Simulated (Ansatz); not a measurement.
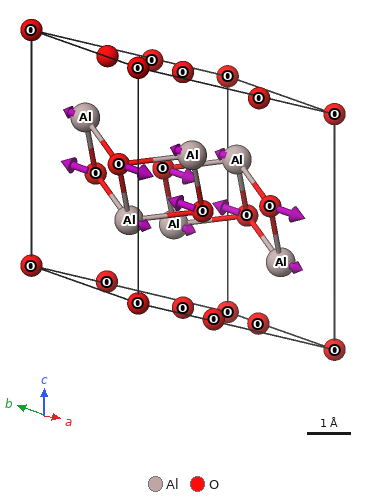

One vibrational mode of solid Al2O5 (a generated structure) at the zone centre. The purple arrows are the displacements of the atoms (eigenvector over the root of the mass), of arbitrary overall length and sign. The picture is a ball-and-stick view of the conventional cell (2 times the calculation's cell), seen from a free direction. Lengths and directions refer to the drawn axes.

Level of theory: Ansatz 0.2.0, DFT PBE, scalar-relativistic, plane waves, PAW. Settings: plane-wave cutoff 420 eV; k-point mesh 10 × 10 × 6; occupations fixed; no spin polarisation.

Frequencies are those without the non-analytic (LO–TO) term.

Give the symmetry, activity and frequency of this mode.

Answer. This is the B_g mode at 812 cm⁻¹, the highest optical level (1 lower level is imaginary, so the structure is unstable), Raman-active by symmetry. All motion is along b; atoms of one kind move against one another, with no net shift of any sublattice; of the bonds it mainly stretches Al–O, some lengthening while others shorten; the kinetic energy is shared as O 75 %, Al 25 %.

Limits of the set-up: layers or molecules are held without a dispersion correction, so their spacing is unreliable.
